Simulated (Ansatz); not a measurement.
System: ZnF$_{2}$.

Input file:

```
crystal:
  lattice:
    - [4.7048, 0.0, 0.0]
    - [0.0, 4.7048, 0.0]
    - [0.0, 0.0, 3.1338]
  atoms:
    - { symbol: Zn, position: [0.0, 0.0, 0.0] }
    - { symbol: Zn, position: [0.5, 0.5, 0.5] }
    - { symbol: F, position: [0.3024, 0.3024, 0.0] }
    - { symbol: F, position: [0.1976, 0.8024, 0.5] }
    - { symbol: F, position: [0.6976, 0.6976, 0.0] }
    - { symbol: F, position: [0.8024, 0.1976, 0.5] }
basis:
  ecutwfc: 420
kpoints:
  mp_grid: { grid: [6, 6, 8] }
hamiltonian:
  xc: pbe
scf:
  occupations: { method: gaussian, width: 0.02 }
output:
  forces: true
  stress: true
  eigenvalues: true
  write_density: true
  write_potential: true
  elf: true
  volumetric_format: npy
relax:
  adjacent_minimum: "off"
  f_tol: 0.005
  max_steps: 80
  cell: { stress_tol: 0.05 }
```

Run with:

```sh
ansatz run input.yaml --threads 4 --pin off --max-ram 11264MiB --backend cpu --events-out ev --progress --plain --runs-dir out
```

Below, planes, directions and counts refer to the conventional cell (a = 4.80 Å, b = 4.80 Å, c = 3.18 Å, α = 90.00°, β = 90.00°, γ = 90.00°).

The fields are those of the relaxed geometry.

Space group P4₂/mnm.

Level of theory: Ansatz 0.2.0, DFT PBE, scalar-relativistic, plane waves, PAW.

Question: What can the converged valence pseudo-density and electron localisation function tell about the bonding?

Answer: Zn–F (2.07 Å): the density is about 0.41 e/Å³ at the midpoint; the ELF peaks at about 0.80 in the valence shell of F, 0.6 Å from its nucleus, and is about 0.15 at the midpoint; no localised pair shows between them.

Question: Metal or insulator at this level of theory?

Answer: It is gapped, with a Kohn–Sham gap of 3.5 eV on the k-point mesh (the band edges may lie off the mesh, which would make the gap smaller).

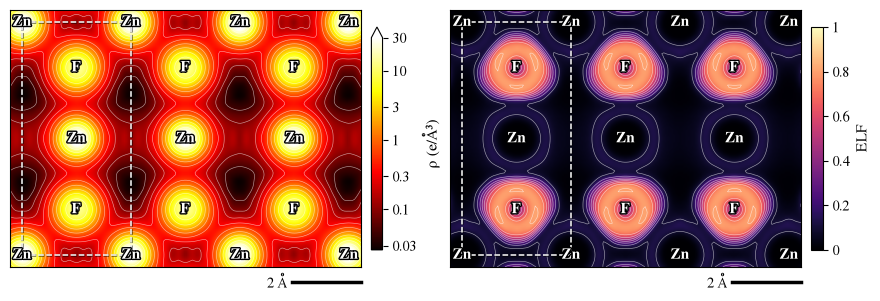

Computed valence pseudo-density and electron localisation function on the (110) plane of the conventional cell, in this order. 
